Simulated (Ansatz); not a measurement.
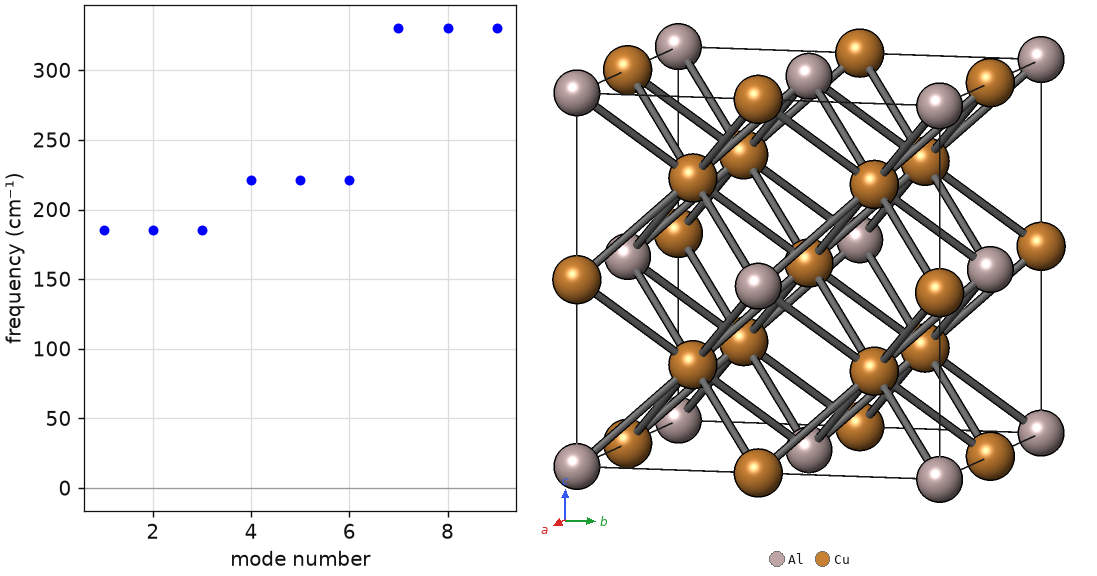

The plot gives the computed zone-centre optical phonon frequencies (the three acoustic modes are left out) for AlCu₃, space group Fm-3m (No. 225). The conventional cell is drawn beside the plot.

Starting cell:
```
CELL_PARAMETERS angstrom
0.00000 2.82914 2.82914
2.82914 0.00000 2.82914
2.82914 2.82914 0.00000
ATOMIC_POSITIONS crystal
Al 0.00000 0.00000 0.00000
Cu 0.50000 0.50000 0.50000
Cu 0.25000 0.25000 0.25000
Cu 0.75000 0.75000 0.75000
```

Method: harmonic phonon frequencies at the zone centre with atoms at rest in the given cell, without the long-range term of polar modes, the three translations left out, imaginary frequencies are negative; plane waves with PAW datasets, Γ-centred k mesh (Ansatz 0.2.0). Level: PBEsol, no spin polarisation.

```json
{"setting": "wave cutoff", "value": "420 eV"}
{"setting": "k mesh", "value": "14×14×14"}
{"setting": "occupations", "value": "Fermi–Dirac"}
{"setting": "smearing width", "value": "0.15 eV"}
{"setting": "pressure", "value": "10 GPa"}
{"setting": "phonon method", "value": "linear response"}
```

This calculation gives: highest mode 330.4 cm⁻¹ and lowest optical mode 185.1 cm⁻¹.

Now the cell is expanded by 3.8 % in volume, to 11.75 Å³/atom. The second calculation uses k mesh 12×12×12. What happens?

The highest mode falls from 330.4 to 309.5 cm⁻¹ (−6.3 %) and the lowest optical mode falls from 185.1 to 170.5 cm⁻¹ (−7.9 %). The shift of the highest mode amounts to a Grüneisen parameter of 1.74.

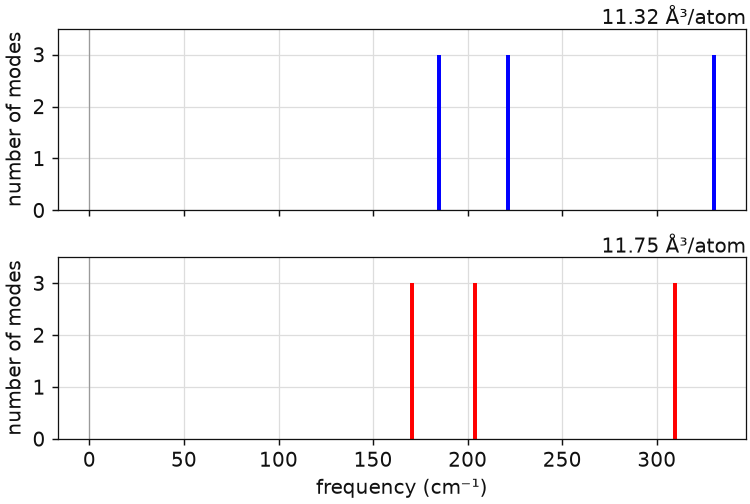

The two results together.

For both, limits of the calculation: metal sensitive to the k mesh.
